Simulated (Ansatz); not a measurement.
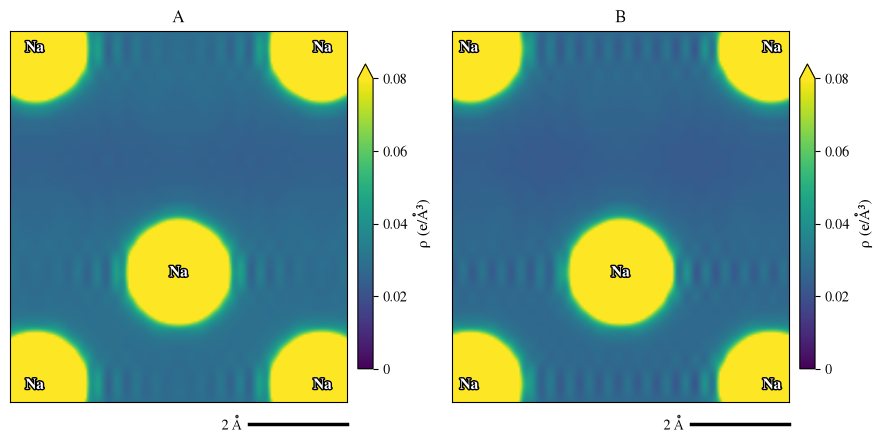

Na. The valence charge density (pseudo) of two cells that differ in size and shape, on the (110) plane of each (indices in the axes of the calculation cell), at one length scale and on one colour scale; one has 39.6 and the other 41.7 Å³ an atom.

Space group P6₃/mmc.

Theory: Ansatz 0.2.0, DFT PBEsol, scalar-relativistic, plane waves, PAW.

Which panel shows the smaller cell, and what does the compression change?

Answer. Panel A is the smaller cell, by 5 % in volume. From the larger cell to the smaller, Na–Na goes from 3.83 to 3.71 Å, and the density at its midpoint from 0.03 to 0.03 e/Å³; the pressure goes from −0.8 to −0.5 GPa.
